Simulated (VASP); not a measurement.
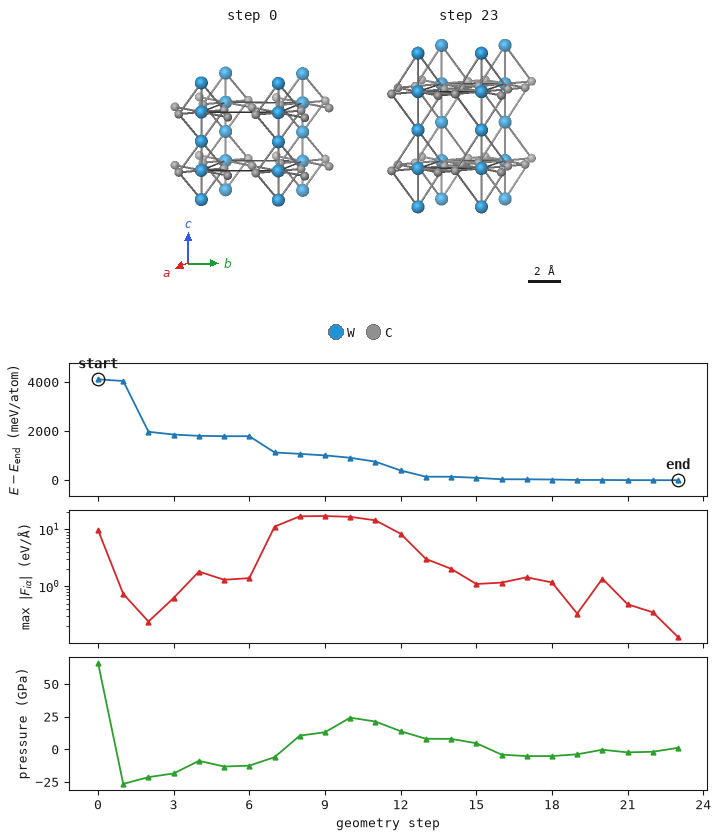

First and last geometry of a relaxation of crystalline W₂C₃ (a generated structure, set up in Cmmm), with the history of the run. The picture is a ball-and-stick view of the cell of the calculation, seen slightly off an axis.

The run lets cell and atoms move.

Theory: VASP, Kohn-Sham DFT of a periodic cell, PBE, VASP PAW PBE potentials, recommended.

Input file:
```
ALGO = Fast ; EDIFF = 1E-4
EDIFFG = -0.08 ; ENCUT = 520
GGA = PE ; IBRION = 2
ISIF = 3 ; ISMEAR = 0
LASPH = True ; LCHARG = False
LREAL = False ; LWAVE = False
NELM = 60 ; NSW = 24
PREC = Normal ; SIGMA = 0.15
```

Command:
```bash
cat potpaw_PBE.64/W_sv/POTCAR potpaw_PBE.64/C/POTCAR > POTCAR
mpirun -np 1 vasp_std > vasp.out
```

**What do the curves and the structures tell?**

The relaxation stopped without meeting its thresholds, so the last structure isn't shown to be converged. The largest moves relative to the cell, 0.54 Å, are those of C atoms. W stays in place. The drawn cell changes as follows: a = b 4.925 → 4.053 Å (−17.7 %), c 3.758 → 4.947 Å (+31.6 %), γ 105.2° → 112.2°; the volume changes by −14.5 %. Near-neighbour distances that change, for instance: C–W 3.694 → 2.621 Å, C–C 2.165 → 1.327 Å, C–W 2.993 → 2.260 Å, C–W 2.565 → 3.205 Å. New bonds form, among them: C–C (2.16 → 1.33 Å). The space group stays Cmmm (No. 65). Over 23 geometry steps the energy falls by 4117 meV per atom. Largest force component: 9.8 eV/Å at the start, 0.13 eV/Å at the end. The pressure goes from 66.36 to 1.24 GPa. The volume changes by over a tenth within one run on a fixed set of plane waves, so the end point should be relaxed again from the new cell.
